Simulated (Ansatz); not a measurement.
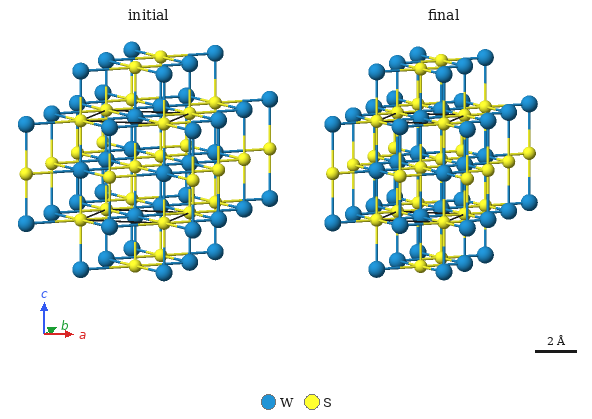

The structure of solid WS (a generated structure, set up in I4/mmm) before (left) and after (right) a relaxation, at one scale.

Style: ball-and-stick. Shown: the conventional cell (2 times the calculation's cell), repeated 1 × 2 × 1 with one cell outlined, slightly off an axis. Lengths and directions refer to the drawn axes.

The run lets cell and atoms move.

Level of theory: Kohn-Sham DFT of a periodic cell, HSE03, Ansatz PAW in Ansatz 0.2.0.

The input:
```yaml
crystal:
  lattice:
    - [-2.15646527, 2.15646527, 2.47472653]
    - [2.15646527, -2.15646527, 2.47472653]
    - [2.15646527, 2.15646527, -2.47472653]
  atoms:
    - { symbol: W, position: [0.5, 0.5, 0.0] }
    - { symbol: S, position: [0.0, 0.0, 0.0] }
hamiltonian:
  xc: { exchange: pbe, correlation: pbe, exx: { coeff: 0.25, omega: 0.3 } }
  pseudopotentials: { kind: paw }
kpoints:
  mp_grid: { grid: [5, 5, 5] }
scf:
  occupations: { method: fermi_dirac, width: 0.05 }
output:
  forces: true
  stress: true
  eigenvalues: true
relax:
  f_tol: 0.01
  max_steps: 40
  cell: { stress_tol: 0.05 }
```

What changed between the two?

No atom moves by more than 0.005 Å relative to the cell. Cell: a = b 4.313 → 3.481 Å (−19.3 %), c 4.949 → 4.921 Å (−0.6 %). Volume −35.2 %. Near-neighbour distances that change, for instance: S–W 3.050 → 2.462 Å, S–W 2.475 → 2.461 Å. The space group (tolerance 0.01 Å) goes from I4/mmm (No. 139) to Fm-3m (No. 225). The energy falls by 2.046 eV per cell of the calculation in 7 accepted moves (9 points after the start). All forces vanish by symmetry, so only the cell relaxes. The pressure goes from −24.50 to 0.01 GPa. At 2 points the geometry stayed and the basis and grid were re-selected for the new cell (energy shift of 1.8 meV per cell of the calculation at most each time).
